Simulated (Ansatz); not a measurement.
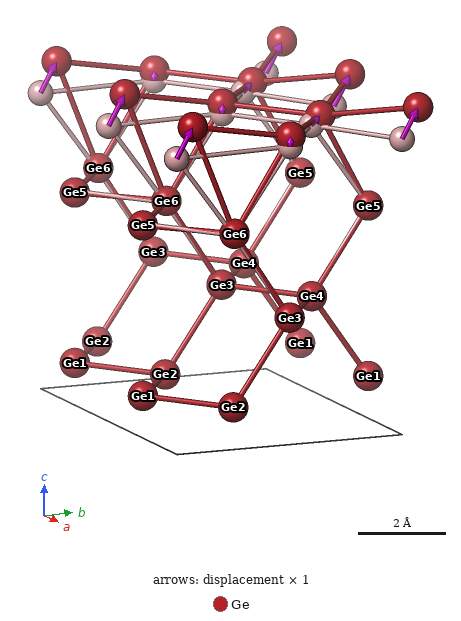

A constrained relaxation of a slab of composition Ge (cut from the Fd-3m phase). The starting structure is drawn faded, the final one solid; purple arrows show the displacements, at their true length.

A ball-and-stick model of the 2 × 1 repeat of the cell, outlined in the plane, without the vacuum, seen slightly off an axis.

Case: Ge put at a hollow Ge-Ge-Ge site. The slab is the (1 1 0) face of Ge with Ge on it. 4 atoms are held fixed.

All numbers below come from Ansatz 0.2.0, DFT PBEsol, scalar-relativistic, plane waves, PAW. Set-up: plane-wave cutoff 420 eV; k-point mesh 7 × 5 × 1; occupations gaussian; smearing width 0.1 eV; no spin polarisation; dipole correction; atoms relaxed in a fixed cell; force threshold 0.03 eV/Å; at most 70 steps.

Question: Describe the change and its energy.

Answer: After 6 accepted moves (7 points after the start) the energy has fallen by 0.982 eV per cell of the calculation. The largest force component goes from 2.1 to 0.026 eV/Å. 1 step only repeated the SCF at the same geometry. The atom that moves furthest is a Ge atom (0.83 Å at 29° to the normal (+c side)). The lattice vectors keep their values. Some distances before and after: Ge–Ge 2.401 → 2.817 Å, Ge–Ge 2.860 → 2.500 Å, Ge–Ge 2.448 → 2.605 Å, Ge–Ge 2.440 → 2.571 Å. Among the angles between lasting bonds that change: Ge–Ge–Ge 111.4° → 94.1°, Ge–Ge–Ge 69.0° → 81.9°, Ge–Ge–Ge 177.8° → 168.4°.

Limits of the set-up: the periodic images lie only 4.0 Å apart, so the values are limited by the cell's size.
